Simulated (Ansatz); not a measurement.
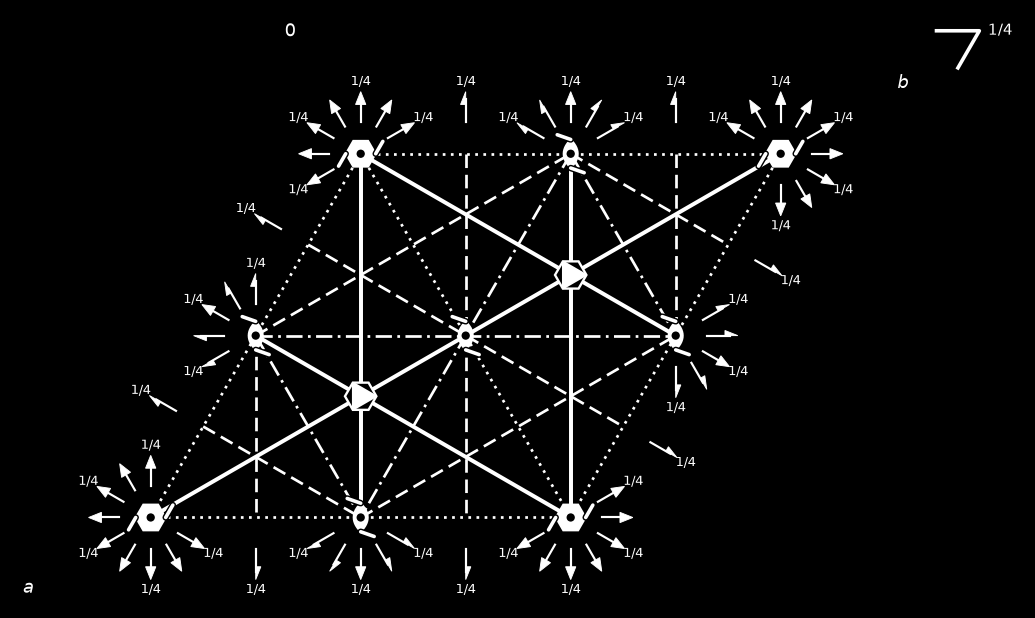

Symmetry elements of a space group, projected down c, computed from the operations of a computed or model structure of composition Al, which need not be its known form.

Graphical symbols as in the International Tables (origin upper left, heights as fractions; handed screw axes are marked by their printed symbols).

Question: Give the Hermann–Mauguin symbol and number.

Answer: P6_3/mmc (No. 194); primitive hexagonal, point group 6/mmm, 24 general positions a cell.

Question: List the elements shown.

Answer: −6 axes along c at (1/3, 2/3), (2/3, 1/3); 6₃ axes along c at (0, 0); 2₁ axes along c at (0, 1/2), (1/2, 0), (1/2, 1/2); inversion centres at (0, 0), (0, 1/2), (1/2, 0), (1/2, 1/2); mirror planes holding c and [1 2 0] or [2 1 0] or [−1 1 0]; in-plane glide planes holding c and [1 2 0] or [2 1 0] or [−1 1 0]; c glide planes normal to a*, at x = 0; n glide planes normal to a*, at x = 1/2; c glide planes normal to b*, at y = 0; n glide planes normal to b*, at y = 1/2; c glide planes holding c and [1 1 0]; diagonal glide planes holding c and [1 1 0]; a mirror plane normal to c at height 1/4; 2 axes along [1 1 0] at height 0; 2 axes along [1 2 0] at height 1/4; 2 axes along [2 1 0] at height 1/4; 2 axes along [−1 1 0] at height 1/4; 2 axes along a at height 0; 2 axes along b at height 0; 2₁ axes along [1 1 0] at height 0; 2₁ axes along [1 2 0] at height 1/4; 2₁ axes along [2 1 0] at height 1/4; 2₁ axes along [−1 1 0] at height 1/4; 2₁ axes along a at height 0; 2₁ axes along b at height 0. Heights repeat every half period; positions are (a, b) fractions, modulo 1.
